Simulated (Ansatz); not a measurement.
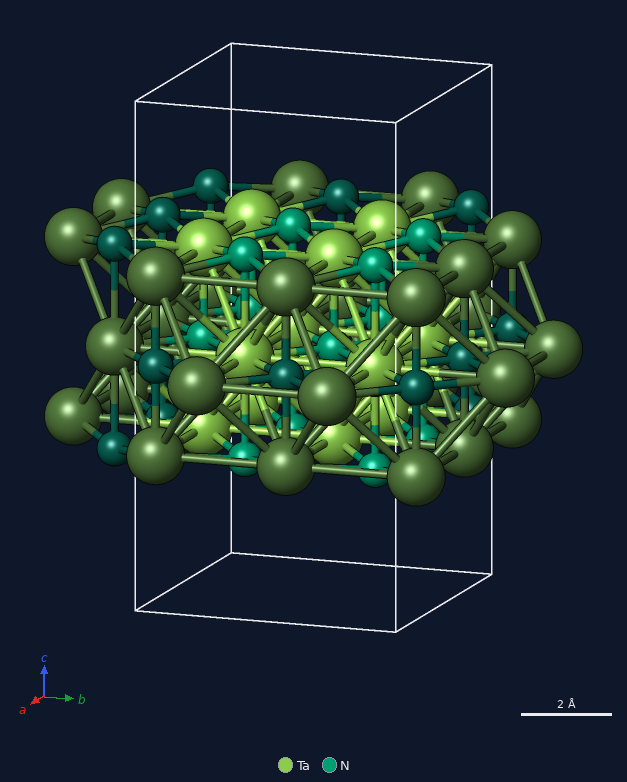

The structure (ball-and-stick view of the 2 × 2 repeat of the cell, with the vacuum cut short, seen slightly off an axis; neighbours outside the cell are drawn fainter). Near neighbours in the crystal (not all of them lie inside the picture): Ta has 5 N at 2.06 to 2.22 Å and 8 Ta at 3.01 to 3.11 Å; N has 5 Ta at 2.22 to 2.35 Å; Ta has 6 N at 2.20 to 2.35 Å and 12 Ta at 3.01 to 3.11 Å; N has 6 Ta at 2.06 to 2.20 Å.

## TaN: single-point calculation

- system: TaN (slab, 6 atoms in the cell)
- method: DFT, r2SCAN, plane waves, PAW, no spin polarisation (Ansatz 0.2.0)

The program's output:
```
Warning: basis.ecutwfc = 450.3484423711014 eV is below the records' recommended 500 eV, and the density's cutoff is lower with it unless basis.ecutrho_ratio is high enough to keep the records' density cutoff: compare with a run at a higher cutoff
Engine: ansatz 0.2.0, aarch64-unknown-linux-gnu
Pseudopotentials: kind: paw
Pseudopotential: Ta, paw, valence charge 13, recommended cutoff 500 eV (meta_gga), Ta.paw.azcp
Pseudopotential: N, paw, valence charge 5, recommended cutoff 500 eV (meta_gga), N.paw.azcp
Functional definition: r2SCAN
  parameter k0 = 0.174
  parameter k1 = 0.065
  parameter a1 = 4.9479
  exchange = r2scan_x(k0 = k0, k1 = k1, a1 = a1)
  correlation = r2scan_c
Crystal: 6 atoms, lattice volume = 132.364 Å³
Basis set: ecut = 450.3484423711014 eV, 2879 PW (Γ), exchange–correlation on 96×96×384 points (64 copies of the dense FFT grid, shifted against one another)
Bands: 33, of which v1, the nominal top of the filled ones, is band 27 counted from 1 (26 counted from 0)
Symmetry: 8 space group operations
k-points: 21 of 121
Non-local potential: Ta, projectors of the file, l = 0: 3, l = 1: 2, l = 2: 2, l = 3: 1
Non-local potential: N, projectors of the file, l = 0: 2, l = 1: 2, l = 2: 1
PAW form: soft (Blöchl's): semilocal exchange-correlation on the pseudo side does not see the compensation charge
PAW frozen core: Ta, regenerated for the run's functional (the file was generated under x = pbe(κ = 0.804, μ = 0.2195149727645171), c = pbe(β = 0.06672455060314922))
PAW frozen core: N, regenerated for the run's functional (the file was generated under x = pbe(κ = 0.804, μ = 0.2195149727645171), c = pbe(β = 0.06672455060314922))
PAW one-centre angular grid: Ta, 590 points (default); XC on 160 Gauss nodes
PAW one-centre angular grid: N, 302 points (default); XC on 160 Gauss nodes
Initial density: superposition of atomic densities (neutral atoms: chi_scale 0, normalization atom), corrected by the library's trained network
Initial wavefunctions: pseudopotential atomic-orbital guess
Functional: x = r2scan, c = r2scan; τ floored in thin density (d = 2e-4 eV/Å³)
SCF iter   1: F=—  HF=-30991.225558 eV  |F-HF|=—  |Δ(HF+E_count)|=         —  Δρ=9.18e-3  dr2=2.35e-1  dr2_τ=3.28e-1  ethr=1.77e-3  p=-0.000 e·Å  D=-2.38e-9 V/Å  ΔV_dip=0.00 eV  dr2_dipole=4.67e-10  V_vac-E_F(+/−)=3.11/3.11 eV  ⟨swp⟩=7.7  Hψ=3470  notcnv=0
efield: sawtooth ramp at fractional position 0.9500 (placed from the atoms, in the widest stretch of the axis that holds none; the zero of the levels goes with the place), width 0.1000; the density the first Hamiltonian is built on has a dipole p = -0.000 e·Å; the dipole correction subtracts the counter field D = -2.38e-9 V/Å, which shifts the + side's vacuum level by +0.00 eV against the − side's; the planar-averaged density in the ramp window peaks in size at 1.5e-3 e/Å³
preconditioner: auto → LDOS  [metal: Δε(μ)=0.035 eV  Ē_g=9.534 eV  σ=0.050 eV  W_gap=0.17  n_scr=30 (ndim 8)  ℏωp=17.7 eV  f_vac=0.428  D(μ)=4.11/eV (n_scr^D=30)  β→1.0]
SCF iter   2: F=—  HF=-30991.376754 eV  |F-HF|=—  |Δ(HF+E_count)|=   1.51e-1  Δρ=4.76e-3  dr2=3.34e-2  dr2_τ=8.80e-3  ethr=4.36e-4  p=-0.000 e·Å  D=-2.94e-5 V/Å  ΔV_dip=0.00 eV  dr2_dipole=4.22e-9  V_vac-E_F(+/−)=3.16/3.17 eV  ⟨swp⟩=3.3  Hψ=1334  notcnv=0  defer=8
SCF iter   3: F=—  HF=-30991.373925 eV  |F-HF|=—  |Δ(HF+E_count)|=   2.83e-3  Δρ=1.93e-3  dr2=7.26e-3  dr2_τ=9.05e-4  ethr=6.19e-5  p=-0.000 e·Å  D=-2.09e-5 V/Å  ΔV_dip=0.00 eV  dr2_dipole=2.62e-10  V_vac-E_F(+/−)=3.20/3.21 eV  ⟨swp⟩=2.3  Hψ=1123  notcnv=0  defer=8
SCF iter   4: F=—  HF=-30991.373881 eV  |F-HF|=—  |Δ(HF+E_count)|=   4.41e-5  Δρ=8.51e-4  dr2=2.06e-3  dr2_τ=1.45e-4  ethr=1.34e-5  p=-0.000 e·Å  D=-1.00e-5 V/Å  ΔV_dip=0.00 eV  dr2_dipole=4.22e-12  V_vac-E_F(+/−)=3.24/3.25 eV  ⟨swp⟩=2.2  Hψ=1045  notcnv=0  defer=8
SCF iter   5: F=—  HF=-30991.374077 eV  |F-HF|=—  |Δ(HF+E_count)|=   1.96e-4  Δρ=2.26e-4  dr2=8.45e-5  dr2_τ=1.26e-5  ethr=3.81e-6  p=-0.000 e·Å  D=-1.34e-6 V/Å  ΔV_dip=0.00 eV  dr2_dipole=3.98e-13  V_vac-E_F(+/−)=3.27/3.28 eV  ⟨swp⟩=2.3  Hψ=1035  notcnv=0  defer=8
SCF iter   6: F=—  HF=-30991.374079 eV  |F-HF|=—  |Δ(HF+E_count)|=   2.23e-6  Δρ=4.92e-5  dr2=7.86e-6  dr2_τ=5.11e-7  ethr=1.56e-7  p=-0.000 e·Å  D=-3.07e-7 V/Å  ΔV_dip=0.00 eV  dr2_dipole=2.11e-11  V_vac-E_F(+/−)=3.28/3.29 eV  ⟨swp⟩=3.3  Hψ=1426  notcnv=0  defer=8
SCF iter   7: F=—  HF=-30991.374080 eV  |F-HF|=—  |Δ(HF+E_count)|=   2.60e-7  Δρ=1.68e-5  dr2=9.26e-7  dr2_τ=4.09e-8  ethr=1.46e-8  p=0.000 e·Å  D=1.08e-7 V/Å  ΔV_dip=-0.00 eV  dr2_dipole=4.98e-13  V_vac-E_F(+/−)=3.28/3.30 eV  ⟨swp⟩=2.3  Hψ=1199  notcnv=0  defer=8
SCF iter   8: F=-30991.374079 eV  HF=-30991.374079 eV  |F-HF|=4.37e-8  |Δ(HF+E_count)|=   1.04e-7  Δρ=6.39e-6  dr2=8.10e-8  dr2_τ=1.41e-8  ethr=1.85e-10  p=0.000 e·Å  D=1.15e-7 V/Å  ΔV_dip=-0.00 eV  dr2_dipole=9.64e-14  V_vac-E_F(+/−)=3.29/3.30 eV  ⟨swp⟩=9.4  Hψ=4256  notcnv=0
WARN: efield: at this solve's end the planar-averaged density reaches 1.12e-3 e/Å³ inside the ramp window [0.8770, 0.1230] (bound 1e-5 e/Å³); the window's nearer edge stands 2.82 Å from this solve's nearest atom along the axis. Its work functions, free energy, forces, stress, dipole, levels and responses can be off, and this figure does not tell by how much. The cell may have no vacuum along `efield.axis`. A short vacuum, a low `basis.ecutwfc` or `basis.ecutrho_ratio` and negative occupations (`scf.occupations.method`) can put density there. See the manual's quickstart, § The vacuum guard
SCF 1 converged in 8 iterations: F = -30991.374079 eV  dr2 = 8.10e-8
  greatest PAW one-centre occupation: 0.998 electrons in one spin orbital (limit 2), on the Ta atom at site 2 (counted from 0), in its partial waves of l = 0
SCF converged after 8 iterations
Free energy (F): -30991.374079 eV
Harris-Foulkes:  -30991.374079 eV  (|F-HF|=4.37e-8)
Internal energy: -30991.338269 eV  (E = F + TS)
E sigma→0 (E₀):  -30991.356174 eV
Entropy (-TS):   -0.035811 eV (-5.968 meV/atom)
Fermi energy:    8.749807 eV
Dipole field:    D = 0.000001 V/Å  (p = 0.000000 e·Å, saw-weighted, corrected)
Work function:   Φ+ = 3.2857 eV (in doubt: plateau slope 2.0e-1 eV/Å)   Φ− = 3.2984 eV (in doubt: plateau slope 1.6e-1 eV/Å)
Levels:          The Fermi level and band energies are counted from a zero that moves with the ramp; work functions are not
Vacuum region:   at the solve's end the planar-averaged density reaches 1.12e-3 e/Å³ inside the ramp window [0.8770, 0.1230] (bound 1e-5 e/Å³)
--- Per-component energies (eV) ---
  E_band       = -861.956369
  E_kinetic    = 1495.564774
  E_local      = -20223.739078  (includes V_loc(G=0)·N_el)
  E_nonlocal   = 178.414309
  E_hartree    = 9489.783965
  E_xc         = -792.192024
  E_vxc        = -919.774914  (∫ρ·V_xc dr)
  E_paw        = -25655.459420  (= ΣΔE_a)
  E_vpaw       = -420.305303  (= ΣTr[D̂ρ^β])
  E_aug_tail   = 0.000506  (compensation charges beyond the density's cutoff)
  E_vtau       = 48.293185  (kinetic-family band-sum trace: ∫τ·v_τ [+ j·A + Jᵃ·Aᵃ] dr)
  E_efield     = 0.000000  (sawtooth field / dipole correction)
  E_vefield    = -0.000000  (∫n·V_field dr)
  E_ewald      = 4518.646233
  E_core_change = -2.357535  (= ΣΔE_core)
  E_smearing   = -0.035811  (= −TS)
  E_closure    = -0.000000  (closes the sum)
  Σ components = -30991.374079   (vs F -30991.374079, Δ=0.00e0)
--- Forces (eV/Å), atoms counted from 1 ---
  atom   1  Ta     0.00000000     0.00000000     0.00005092
  atom   2  N      0.00000000     0.00000000     0.00807508
  atom   3  Ta    -0.00000000    -0.00000000    -0.00000297
  atom   4  N     -0.00000000    -0.00000000    -0.00000332
  atom   5  Ta    -0.00000000     0.00000000    -0.00004628
  atom   6  N     -0.00000000    -0.00000000    -0.00807435
  max |Σ_I F_I| component: 9.21e-7 eV/Å
--- Stress (GPa, compression-positive) ---
       -9.829236       0.000000       0.000000
        0.000000      -9.829236       0.000000
        0.000000       0.000000      -0.131150
  P = ⅓ Tr σ = -6.5965 GPa (-65.965 kbar)
--- Band table (eV; the first three rows and the last of 21) ---
  k-point 0: bands = ["-62.7314", "-62.7276", "-62.2442", "-28.9299", "-28.8394", "-28.4499", "-28.4499", "-28.3794", "-28.3794", "-28.0662", "-28.0662", "-28.0169", "-10.8784", "-9.0857", "-8.9309", "0.7558", "2.4944", "3.1500", "3.1500", "3.4685", "3.5601", "4.9829", "4.9829", "5.0550", "5.1768", "5.1768", "6.6289", "7.3196", "7.3196", "8.3784", "9.2040", "10.0643", "10.2856"]
  k-point 1: bands = ["-62.7296", "-62.7260", "-62.2429", "-28.9201", "-28.8545", "-28.4774", "-28.4409", "-28.4329", "-28.3749", "-28.0978", "-28.0656", "-28.0029", "-10.7601", "-8.9778", "-8.8179", "0.6979", "2.0393", "2.7462", "2.8301", "3.4755", "3.8073", "4.0505", "4.5945", "4.7919", "5.0151", "5.9060", "7.0855", "7.3346", "7.4095", "8.4254", "9.5716", "10.1660", "10.5803"]
  k-point 2: bands = ["-62.7247", "-62.7219", "-62.2392", "-28.9008", "-28.8946", "-28.5588", "-28.5519", "-28.4160", "-28.3628", "-28.1731", "-28.0648", "-27.9812", "-10.4323", "-8.6773", "-8.5027", "0.5079", "0.9431", "2.1198", "2.4754", "2.8259", "3.2196", "3.4869", "3.7852", "3.9906", "5.7244", "6.7566", "7.5344", "7.6791", "7.9984", "8.5676", "10.0885", "10.4125", "10.8659"]
  k-point 20: bands = ["-62.6898", "-62.6896", "-62.2073", "-28.8835", "-28.8730", "-28.7537", "-28.7381", "-28.7302", "-28.7219", "-28.3682", "-28.3644", "-28.0534", "-10.1775", "-8.4852", "-8.2186", "1.2486", "1.2879", "1.4364", "2.9258", "3.0216", "3.1586", "3.4250", "3.7996", "4.0142", "4.1796", "5.2227", "8.7586", "8.8103", "10.3565", "12.1425", "12.2257", "12.3158", "12.4003"]
```

The run was set up as follows.

Input:
```yaml
crystal:
  lattice:
    - [3.1085816348, 0.0, 0.0]
    - [0.0, 3.1085816348, 0.0]
    - [0.0, 0.0, 13.6976]
  atoms:
    - { symbol: Ta, position: [0.25, 0.25, 0.3496165807] }
    - { symbol: "N", position: [0.75, 0.75, 0.3285247969] }
    - { symbol: Ta, position: [0.75, 0.75, 0.5000000106] }
    - { symbol: "N", position: [0.25, 0.25, 0.5000000097] }
    - { symbol: Ta, position: [0.25, 0.25, 0.6503834174] }
    - { symbol: "N", position: [0.75, 0.75, 0.6714752031] }
kpoints:
  mp_grid: { grid: [11, 11, 1] }
scf:
  occupations: { method: fermi_dirac, width: 0.05 }
hamiltonian:
  xc: r2scan
  pseudopotentials: { kind: paw }
output:
  forces: true
  stress: true
  eigenvalues: true
efield:
  axis: 3
  amplitude: 0
  dipole_correction: true
basis:
  ecutwfc: "33.1 Ry"
```

Command:
```bash
ansatz run input.yaml --threads 2 --pin off --max-ram 4096MiB --backend cpu --events-out ev --progress --plain --runs-dir out
```

Summary:

```csv
quantity,value
outcome,converged
electrons treated,54
free energy,−30991.3741 eV
Fermi energy,8.750 eV
largest force (length of the vector),0.008 eV/Å
hardware,"2 threads of Arm Neoverse V2, 24 GiB of memory available, shared host"
wall time,8.6 s (CPU time 17 s)
peak memory,0.56 GiB
```

Notes:

Settings chosen away from the usual ones: basis.ecutwfc = "33.1 Ry". Warnings of the run: the cutoff is below the recommended one; the density in the vacuum is higher than it should be, so vacuum levels may be off. Spin–orbit coupling is left out, which matters for Ta.
